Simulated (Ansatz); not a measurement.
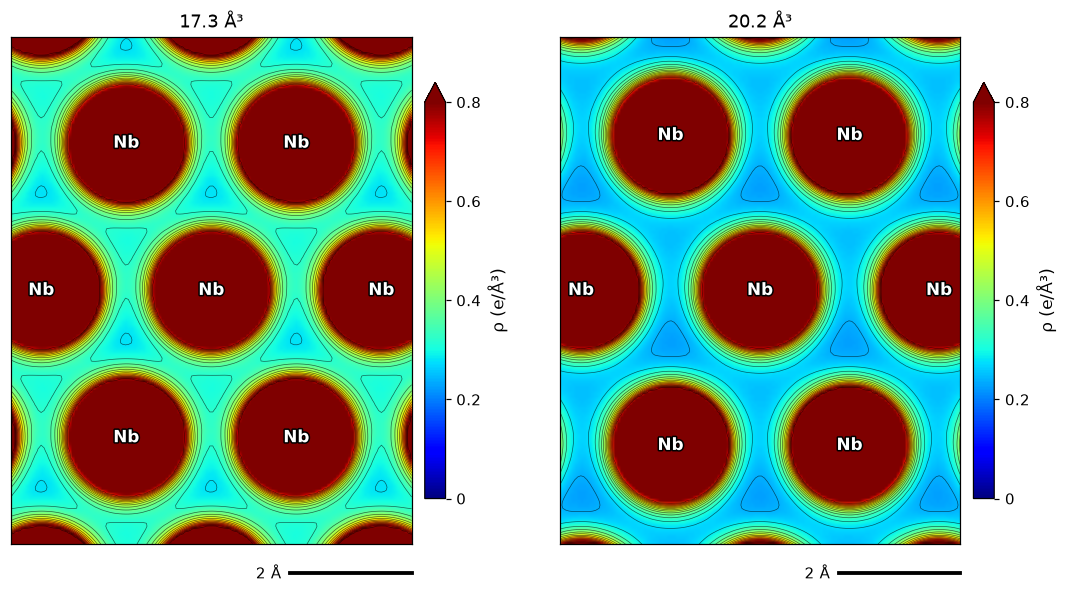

Nb. The valence electron density of cells scaled evenly to different volumes (given per atom above each panel), on the (001) plane of each (indices in the axes of the cell below), at one length scale and on one colour scale.

A generated structure, not necessarily the stable one.

All numbers below come from DFT, PBEsol, plane waves (420 eV) with PAW, scalar-relativistic in Ansatz 0.2.0.

Core electrons are frozen (PAW), and the valence fields are smoothed inside the atomic spheres.

The largest cell:

```
Nb
1.0
     2.94504    0.00000    0.00000
    -1.47252    2.55048    0.00000
     0.00000    0.00000    5.38529
Nb
2
Cartesian
  0.0000 1.7003 1.3463
  1.4725 0.8502 4.0390
```

| volume (Å³/atom) | Nb–Nb contact in the plane (Å) | ρ at its midpoint (e/Å³) | 
| --- | --- | --- |
| 17.34 | 2.798 | 0.326 | 
| 18.06 | 2.836 | ? | 
| 20.23 | 2.945 | 0.265 | 

Question: Estimate the missing row, and compare with the calculation.

Answer: Over the known rows ln ρ falls by 1.41 per Å of Nb–Nb distance (the line through the two), which gives 0.309 e/Å³ at 2.836 Å; the calculation gives 0.308 e/Å³.
